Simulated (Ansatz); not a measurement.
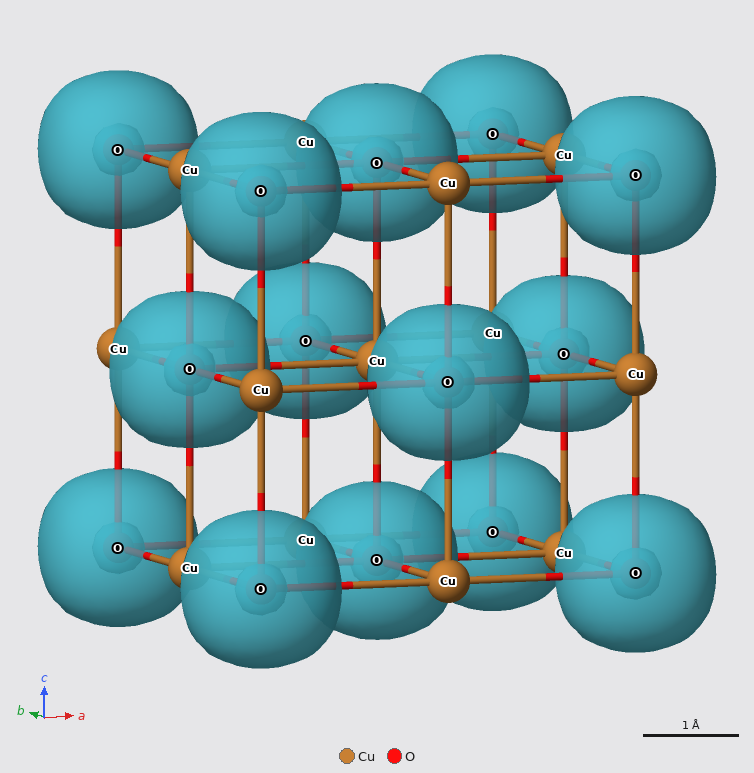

*CuO. Isosurface of the ELF at 0.6 (cyan), seen slightly off an axis. Only the valence region is drawn (cores and ρ < 0.01 e/Å³ removed). Sticks mark near contacts.*

Space group Fm-3m; a structure generated by program, which may or may not match a known phase; computed without spin polarisation.

All numbers below come from DFT PBE, scalar-relativistic, plane waves, PAW (Ansatz 0.2.0).

Core electrons are frozen (PAW), and the valence fields are smoothed inside the atomic spheres.

Input

```
crystal:
  lattice:
    - [-1.5346847493, 1.5346847493, 2.0434534516]
    - [1.5346847493, -1.5346847493, 2.0434534516]
    - [1.5346847493, 1.5346847493, -2.0434534516]
  atoms:
    - { symbol: Cu, position: [0.5, 0.5, 0.0] }
    - { symbol: O, position: [0.0, 0.0, 0.0] }
basis:
  ecutwfc: 420
kpoints:
  mp_grid: { grid: [26, 26, 26] }
hamiltonian:
  xc: pbe
scf:
  occupations: { method: gaussian, width: 0.1 }
output:
  forces: true
  stress: true
  eigenvalues: true
  write_density: true
  write_potential: true
  elf: true
  volumetric_format: npy
relax:
  adjacent_minimum: "off"
  f_tol: 0.01
  max_steps: 80
  cell: { stress_tol: 0.05 }
```

Launched as:

```sh
ansatz run input.yaml --threads 1 --pin off --max-ram 2560MiB --backend cpu --events-out ev --progress --plain --runs-dir out
```

Below, planes, directions and counts refer to the conventional cell (a = 4.25 Å, b = 4.25 Å, c = 4.24 Å, α = 90.00°, β = 90.00°, γ = 90.00°).

The fields are those of the run's last geometry, not of the input's.

### Identify the bonds, lone pairs and shells in this picture.

At this value the surface marks out four regions wrapped around O (the valence shell of each), counted in one cell of 8 atoms. Any copies at cell faces, edges or corners count once. Along the contacts the grid gives the following. Cu–O (2.12 Å): the ELF peaks at about 0.80 in the valence shell of O, 0.6 Å from its nucleus, and is about 0.15 at the midpoint: no shared electron pair shows on this line.

### Does the calculation make it a metal, or give it a gap?

It is gapless in this calculation (a metal or semimetal); semilocal functionals without U, or without the true magnetic order, often close the gap of such compounds.
